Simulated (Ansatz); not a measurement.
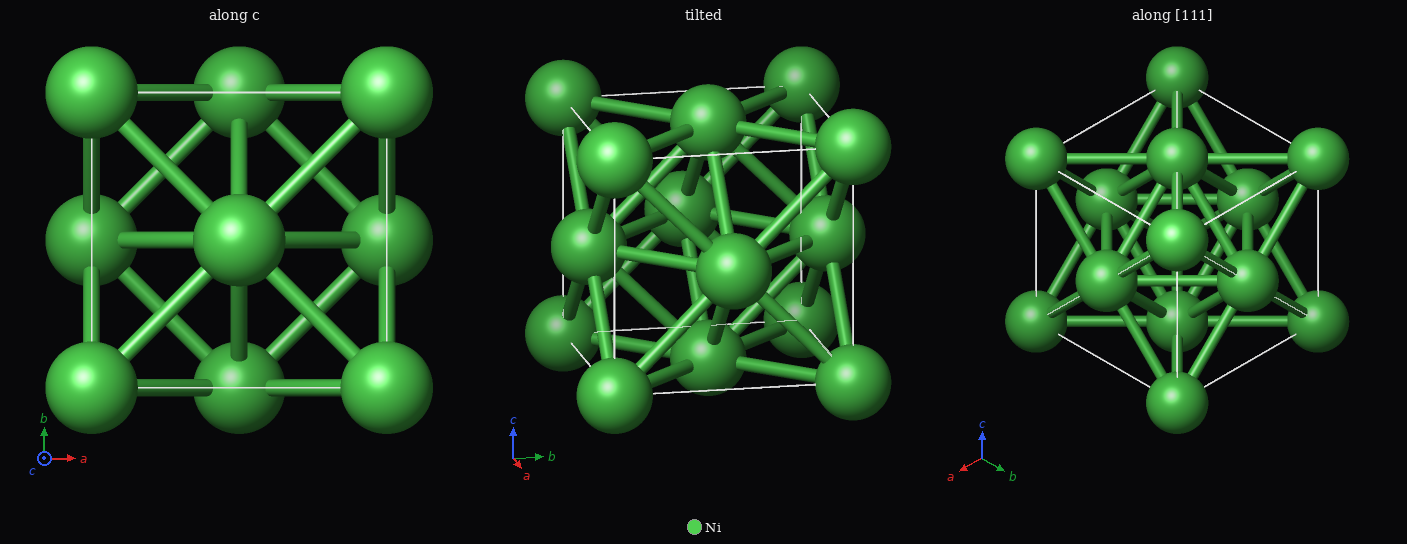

Shown here is a ball-and-stick view of the crystal, taken along the c axis, slightly off an axis and along [111]. The conventional unit cell is drawn as a box.

Unit-cell dimensions: a = 3.46 Å, b = 3.46 Å, c = 3.46 Å, α = 90.00°, β = 90.00°, γ = 90.00°.

Pairs joined by sticks: Ni–Ni up to 2.74 Å (cut-off distances).

### How many atoms belong to the cell?

4 (nickel), counting shared atoms by their share.

### Which Bravais lattice does it have?

Face-centred cubic.

### Determine the space group.

Fm-3m (No. 225), with Ni on 4a.

### Which prototype does it follow?

Face-centred cubic (Cu type).

### What extended units do the bonds make?

The bonds build a three-dimensional framework.

Starting structure: the standard structure of this element. The cell was then strained or its atoms displaced on purpose. It was the input of a calculation with Ansatz.
